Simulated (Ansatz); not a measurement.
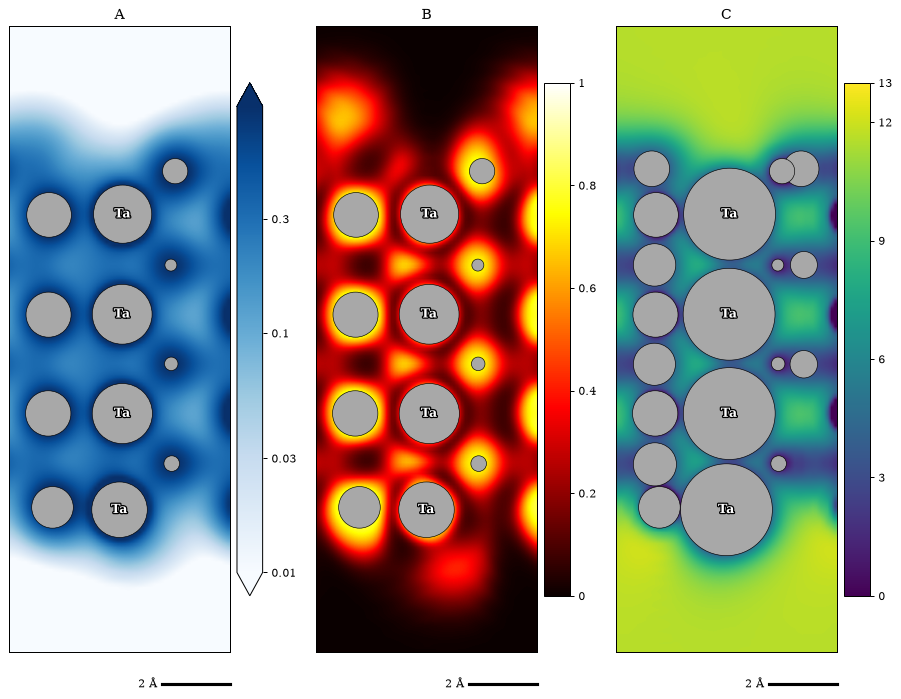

TaN (slab): 3 fields on the (110) plane of the calculation cell, a cut from vacuum to vacuum, with unlabelled colour scales. Grey discs cover the atomic cores.

These are results of DFT PBEsol, scalar-relativistic, plane waves, PAW in Ansatz, not measurements.

Q: Which field does each panel show? The fields are: electron localisation function, electrostatic potential energy of an electron and valence pseudo-density.

A: Panel A: valence pseudo-density. Panel B: electron localisation function. Panel C: electrostatic potential energy of an electron (low next to the atoms, rising into the space between them).
